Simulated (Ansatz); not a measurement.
Geometry relaxation, with input and output: C7HSi6 (part 3 of 3)

Continued. System: C7HSi6 (slab, 28 atoms in the cell). Method: DFT PBE+D3(BJ), scalar-relativistic, plane waves, PAW, no spin polarisation (Ansatz 0.2.0); cutoff 420 eV, 3×3×1 k-mesh, Gaussian smearing of 0.05 eV. The structure derives from an entry of the Crystallography Open Database. The input holds or restrains some coordinates. It belongs to a series of runs on one base structure; here: 1 C2H2 a cell, flat, over a top Si site.

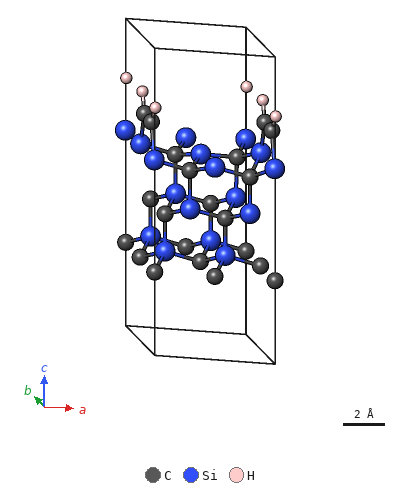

*The geometry at step 13 of the log (ball-and-stick view of the cell of the calculation, with the vacuum cut short, seen slightly off an axis).*

Output, continued
```
  k-point 2: bands = ["-15.7439", "-15.0845", "-14.1589", "-13.8581", "-13.0670", "-12.9195", "-12.8015", "-11.9800", "-11.9593", "-11.8631", "-10.6705", "-10.1326", "-9.8130", "-9.7907", "-8.7277", "-8.2865", "-8.2589", "-7.7890", "-7.6964", "-7.5997", "-7.1225", "-6.8711", "-6.1713", "-6.1389", "-5.8421", "-5.4401", "-5.3855", "-5.2375", "-4.6415", "-4.6272", "-4.5093", "-4.3394", "-4.2853", "-4.0586", "-3.7451", "-3.6158", "-3.2669", "-3.2366", "-3.1577", "-3.0404", "-2.8956", "-2.7534", "-2.5642", "-2.5571", "-2.1706", "-2.0732", "-1.8501", "-1.3200", "-0.7238", "-0.0579", "0.0292", "0.1991", "0.2665", "0.4590", "0.5934", "1.2511", "1.8174", "2.3539", "3.0060", "3.2433", "3.4938", "3.9226", "4.0476", "4.2949", "4.4802", "4.7875", "4.9379", "5.0560", "5.0660", "5.2699", "5.4504", "5.5553", "5.7262", "6.0346", "6.2327", "6.3720", "6.4949", "6.6050", "6.7787", "6.8216", "6.9082"]
  k-point 4: bands = ["-15.7413", "-15.0581", "-14.1509", "-13.9441", "-13.0139", "-12.9270", "-12.8180", "-11.9736", "-11.9414", "-11.8733", "-10.6853", "-10.0726", "-9.8264", "-9.7981", "-8.7883", "-8.4683", "-8.0804", "-7.7776", "-7.6976", "-7.5366", "-7.0791", "-6.8373", "-6.1907", "-6.1703", "-5.6718", "-5.4981", "-5.3994", "-5.2769", "-4.7272", "-4.6568", "-4.5035", "-4.4582", "-4.3733", "-4.0369", "-3.6379", "-3.4819", "-3.3248", "-3.2902", "-3.1354", "-2.9867", "-2.8680", "-2.7586", "-2.6350", "-2.5633", "-2.1372", "-2.0549", "-1.8501", "-1.3190", "-0.7250", "-0.0499", "0.0281", "0.1451", "0.4201", "0.4401", "0.6647", "1.0114", "1.6637", "2.3798", "2.9347", "3.2810", "3.5724", "3.7807", "4.0381", "4.3650", "4.5193", "4.7597", "4.9232", "5.0519", "5.2150", "5.3588", "5.4658", "5.5540", "5.9439", "6.0247", "6.1816", "6.3541", "6.5434", "6.6076", "6.7010", "6.8386", "6.9589"]
--- Relaxed structure (19 steps of the walk, 19 accepted, 0 SCFs on fresh bases) ---
  F+E_penalty+E_count = -11171.34700244 eV   max|allowed force component| = 1.941e-2 eV/Å
  atoms:
    - { symbol: C, position: [0.5, 0.0, 0.33827875580000005] }
    - { symbol: C, position: [0.5, 0.49999999999999994, 0.33827875580000005] }
    - { symbol: C, position: [0.0, 0.0, 0.33827875580000005] }
    - { symbol: C, position: [-2.7755575615628914e-17, 0.49999999999999994, 0.33827875580000005] }
    - { symbol: Si, position: [0.1666666666999999, 0.8333333332999999, 0.3648201779] }
    - { symbol: Si, position: [0.1666666667, 0.3333333333, 0.3648201779] }
    - { symbol: Si, position: [0.6666666667000001, 0.8333333332999999, 0.3648201779] }
    - { symbol: Si, position: [0.6666666667000001, 0.3333333333, 0.3648201779] }
    - { symbol: C, position: [0.6666666667000001, 0.8333333332999999, 0.4444444444000001] }
    - { symbol: C, position: [0.6666666667000001, 0.3333333333, 0.4444444444000001] }
    - { symbol: C, position: [0.1666666666999999, 0.8333333332999999, 0.4444444444000001] }
    - { symbol: C, position: [0.1666666667, 0.3333333333, 0.4444444444000001] }
    - { symbol: Si, position: [0.3344123504397647, 0.6671372578113468, 0.4688698800025149] }
    - { symbol: Si, position: [0.3344061142976188, 0.16729907570580188, 0.4688874679324879] }
    - { symbol: Si, position: [0.8344424820594536, 0.6672194608702877, 0.4704556060394033] }
    - { symbol: Si, position: [0.832017298716662, 0.16601817381932799, 0.4684170350194336] }
    - { symbol: C, position: [0.8453305165129152, 0.6727508598239406, 0.5589506663606905] }
    - { symbol: C, position: [0.831586266299484, 0.1658696719591146, 0.5475583444897231] }
    - { symbol: C, position: [0.3327344291348846, 0.6662736781716196, 0.5517451462016328] }
    - { symbol: C, position: [0.332751670689071, 0.16664787937101835, 0.5517514630617619] }
    - { symbol: Si, position: [0.5039140730690232, 0.5020528114463753, 0.5654987270203226] }
    - { symbol: Si, position: [0.5008998449260803, 0.0005311442602749007, 0.5735975115077567] }
    - { symbol: Si, position: [0.0011291379948871472, 0.48598650562149776, 0.5797002531083325] }
    - { symbol: Si, position: [0.0011467016686398024, 0.015329601961212306, 0.5797086984780497] }
    - { symbol: C, position: [0.027633672558906246, 0.15320657065969773, 0.6533787940252339] }
    - { symbol: C, position: [0.027543357031906746, 0.3744404968880941, 0.6533429720368502] }
    - { symbol: H, position: [0.06697639644998885, 0.0831081107178389, 0.6923860155679211] }
    - { symbol: H, position: [0.06689427323113065, 0.4841746865601885, 0.6923029118329869] }
```

Trajectory as extended XYZ (Å, eV, eV/Å), 4 of the 19 frames kept, from step=1 to step=19
```
28
Lattice="6.1500 0.0000 0.0000 -3.0750 5.3261 0.0000 0.0000 0.0000 23.6491" Properties=species:S:1:pos:R:3:forces:R:3 step=1 energy=-11167.36242
C     3.0750    0.0000    8.0000   -0.0556   0.0692   2.1844
C     1.5375    2.6630    8.0000    0.0747  -0.0466   2.1056
C     0.0000    0.0000    8.0000    0.0315  -0.0422   2.1501
C    -1.5375    2.6630    8.0000   -0.1148  -0.0161   2.1605
Si   -1.5375    4.4384    8.6277   -0.0026  -0.0101  -3.2335
Si    0.0000    1.7754    8.6277    0.0383   0.0428  -3.2030
Si    1.5375    4.4384    8.6277   -0.0076  -0.0596  -3.1925
Si    3.0750    1.7754    8.6277   -0.0372   0.0291  -3.1253
C     1.5375    4.4384   10.5107   -0.0617  -0.0026   0.8831
C     3.0750    1.7754   10.5107    0.0370  -0.0389   1.2215
C    -1.5375    4.4384   10.5107    0.0724  -0.0231   1.0315
C     0.0000    1.7754   10.5107    0.0069   0.0870   0.9217
Si    0.0000    3.5507   11.0928    0.0628   0.0068   0.0625
Si    1.5375    0.8877   11.0928   -0.0443   0.0039   0.0355
Si    3.0750    3.5507   11.0928   -0.0501   0.0501   0.0003
Si    4.6125    0.8877   11.0928    0.0631  -0.0570   0.1739
C     3.0750    3.5507   13.0602   -0.0517   0.2404   0.0047
C     4.6125    0.8877   13.0602    0.3241  -0.1599  -0.1260
C     0.0000    3.5507   13.0602    0.0770   0.0416  -0.1926
C     1.5375    0.8877   13.0602   -0.2356  -0.0976   0.0375
Si    1.5375    2.6630   13.5781   -0.0352   0.0368   0.1318
Si    3.0750    0.0000   13.5781   -0.0146  -0.0499   0.3488
Si   -1.5375    2.6630   13.5781    0.0081   0.0031   0.5249
Si    0.0000    0.0000   13.5781   -0.0627  -0.0181  -0.6409
C     0.0000    0.0000   16.2581    0.5661  -0.5476  -0.9012
C    -0.8539    0.8507   16.2581   -0.6618   0.6347   0.4467
H     0.7498   -0.7470   16.2581    0.4694  -0.4630   0.1889
H    -1.6037    1.5977   16.2581   -0.3958   0.3870   0.0018
28
Lattice="6.1500 0.0000 0.0000 -3.0750 5.3261 0.0000 0.0000 0.0000 23.6491" Properties=species:S:1:pos:R:3:forces:R:3 step=7 energy=-11168.82405
C     3.0750    0.0000    8.0000   -0.1303  -0.0479   2.2036
C     1.5375    2.6630    8.0000   -0.0232  -0.0883   2.0699
C     0.0000    0.0000    8.0000   -0.0248  -0.0573   2.1722
C    -1.5375    2.6630    8.0000   -0.0024   0.0719   2.1624
Si   -1.5375    4.4384    8.6277    0.0206  -0.0189  -3.1724
Si    0.0000    1.7754    8.6277    0.0168   0.0539  -3.2163
Si    1.5375    4.4384    8.6277    0.0060  -0.0452  -2.9944
Si    3.0750    1.7754    8.6277   -0.0623   0.0203  -3.0549
C     1.5375    4.4384   10.5107    0.0520  -0.2292   0.9761
C     3.0750    1.7754   10.5107    0.0560   0.0752   0.6001
C    -1.5375    4.4384   10.5107    0.1412  -0.1191   1.0159
C     0.0000    1.7754   10.5107    0.0082   0.1660   0.8086
Si    0.0041    3.5504   11.1162    0.0078   0.0122  -0.1174
Si    1.5442    0.8891   11.0767    0.0359   0.0177  -0.0589
Si    3.0828    3.5404   11.1095    0.0089  -0.0383  -0.1156
Si    4.6052    0.8874   11.0812   -0.0229   0.0018  -0.1171
C     3.1283    3.5285   13.0633    0.0246  -0.0752   0.2372
C     4.6105    0.8723   12.9524   -0.0481  -0.0009   0.0609
C    -0.0064    3.5345   13.0972    0.0032  -0.0350   0.1966
C     1.5352    0.8703   13.0147    0.0689   0.0187   0.0534
Si    1.5559    2.6546   13.4359    0.0115  -0.0511  -0.0838
Si    3.0842    0.0028   13.5728   -0.0748  -0.0139  -0.1280
Si   -1.5108    2.5655   13.7615    0.0887  -0.3079   0.1272
Si   -0.0314    0.0052   13.5465    0.2067  -0.1405  -0.4975
C    -0.1148    0.0992   15.3755    0.6561  -0.9397   1.1661
C    -0.8488    0.9933   15.9648   -1.2270   1.9716  -0.5492
H     0.5577   -0.7571   15.7418   -0.8054   0.8427   0.4727
H    -1.4146    1.5966   16.7059    1.0078  -1.0428  -0.2202
28
Lattice="6.1500 0.0000 0.0000 -3.0750 5.3261 0.0000 0.0000 0.0000 23.6491" Properties=species:S:1:pos:R:3:forces:R:3 step=13 energy=-11171.20495
C     3.0750    0.0000    8.0000   -0.0888  -0.0601   2.2206
C     1.5375    2.6630    8.0000   -0.0097  -0.0382   2.0914
C     0.0000    0.0000    8.0000    0.0594  -0.0306   2.1753
C    -1.5375    2.6630    8.0000    0.0277   0.0603   2.1648
Si   -1.5375    4.4384    8.6277   -0.0084  -0.0221  -3.2236
Si    0.0000    1.7754    8.6277    0.0062   0.0244  -3.3421
Si    1.5375    4.4384    8.6277    0.0089  -0.0948  -3.0468
Si    3.0750    1.7754    8.6277   -0.0617   0.0362  -3.0710
C     1.5375    4.4384   10.5107    0.2002  -0.4043   1.1553
C     3.0750    1.7754   10.5107   -0.0244   0.1705   0.8969
C    -1.5375    4.4384   10.5107    0.0340  -0.1678   1.1993
C     0.0000    1.7754   10.5107    0.0104   0.0489   0.7785
Si    0.0064    3.5474   11.1035   -0.0157  -0.0072  -0.0195
Si    1.5433    0.8882   11.0788    0.0029   0.0017   0.0002
Si    3.0864    3.5409   11.1290   -0.0008   0.0002  -0.0318
Si    4.6078    0.8817   11.0673    0.0010  -0.0117  -0.0176
C     3.1593    3.5022   13.1844    0.0053   0.0079   0.1503
C     4.6240    0.8271   12.9303    0.0166  -0.0170   0.0318
C     0.0061    3.4917   13.0978   -0.0083  -0.0301   0.0110
C     1.5425    0.8446   13.0342   -0.0052  -0.0261   0.0669
Si    1.5718    2.6237   13.4369   -0.0128  -0.0329  -0.0107
Si    3.0894   -0.0382   13.5153   -0.0059  -0.0145  -0.0014
Si   -1.4701    2.4971   13.7647    0.0196   0.0188  -0.1410
Si   -0.0175   -0.0070   13.6554   -0.0065   0.0152   0.0673
C    -0.3362    0.5644   15.4251    0.0027  -0.1374   0.1109
C    -1.0403    1.7281   15.5128   -0.0255   0.1512   0.1299
H     0.0349   -0.0093   16.2961   -0.2042   0.4658  -0.0716
H    -1.2689    2.1468   16.5071    0.0816   0.0938  -0.2737
28
Lattice="6.1500 0.0000 0.0000 -3.0750 5.3261 0.0000 0.0000 0.0000 23.6491" Properties=species:S:1:pos:R:3:forces:R:3 step=19 energy=-11171.34700
C     3.0750    0.0000    8.0000   -0.0913  -0.0527   2.2365
C     1.5375    2.6630    8.0000   -0.0085  -0.0049   2.0984
C     0.0000    0.0000    8.0000    0.0781  -0.0385   2.1607
C    -1.5375    2.6630    8.0000    0.0058   0.0870   2.1607
Si   -1.5375    4.4384    8.6277   -0.0175  -0.0097  -3.2196
Si    0.0000    1.7754    8.6277   -0.0105  -0.0063  -3.3518
Si    1.5375    4.4384    8.6277    0.0064  -0.0513  -3.0597
Si    3.0750    1.7754    8.6277   -0.0416   0.0312  -3.0592
C     1.5375    4.4384   10.5107    0.1948  -0.1643   1.0484
C     3.0750    1.7754   10.5107   -0.0476   0.2506   1.0493
C    -1.5375    4.4384   10.5107   -0.0484  -0.0252   1.2085
C     0.0000    1.7754   10.5107   -0.0284  -0.0159   0.7423
Si    0.0052    3.5532   11.0884    0.0042  -0.0017  -0.0113
Si    1.5422    0.8910   11.0888    0.0024   0.0036  -0.0167
Si    3.0801    3.5536   11.1259    0.0048   0.0043  -0.0150
Si    4.6064    0.8842   11.0777   -0.0003  -0.0010  -0.0072
C     3.1301    3.5831   13.2187   -0.0109  -0.0065   0.0113
C     4.6042    0.8834   12.9493   -0.0087  -0.0068   0.0029
C    -0.0025    3.5486   13.0483    0.0053  -0.0097   0.0012
C     1.5340    0.8876   13.0484   -0.0062   0.0080   0.0012
Si    1.5553    2.6740   13.3736   -0.0082  -0.0048   0.0005
Si    3.0789    0.0028   13.5651    0.0116   0.0061  -0.0017
Si   -1.4875    2.5884   13.7094    0.0136  -0.0101  -0.0075
Si   -0.0401    0.0816   13.7096    0.0012   0.0126  -0.0026
C    -0.3012    0.8160   15.4518    0.0050  -0.0098   0.0022
C    -0.9820    1.9943   15.4510   -0.0055   0.0194   0.0108
H     0.1563    0.4426   16.3743   -0.0017   0.0013   0.0059
H    -1.0774    2.5787   16.3724    0.0019  -0.0050   0.0114
```

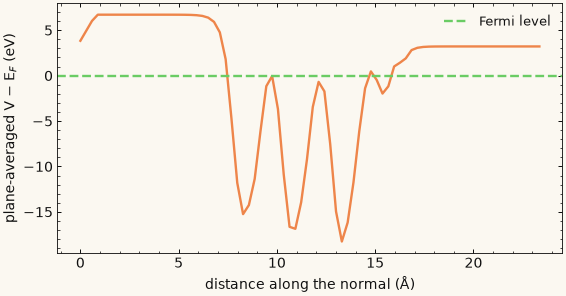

*Plane average of the electrostatic potential energy of an electron across the cell, from the Fermi level.*

The vacuum level lies 3.22 eV above the Fermi level on the upper side and 6.71 eV on the lower.

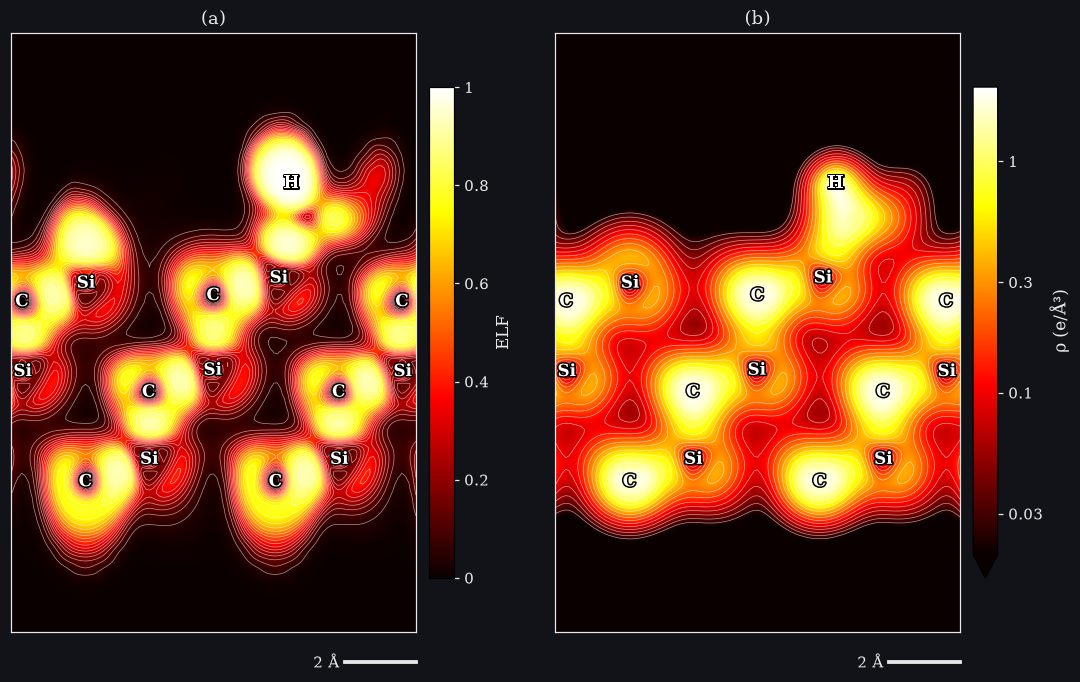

*(a) electron localisation function; (b) valence pseudo-density on the (110) plane of the calculation cell, a cut from vacuum to vacuum.*

Atoms in the plane: C, Si and H. Si–C (1.96 Å): ρ at the midpoint is about 0.74 e/Å³; the ELF peaks at about 0.90 between the atoms, as expected for localised, shared-pair bonding. The density dies away to nearly zero in the vacuum. In a PAW calculation such maps are meaningful between the atoms, not at the nuclei.
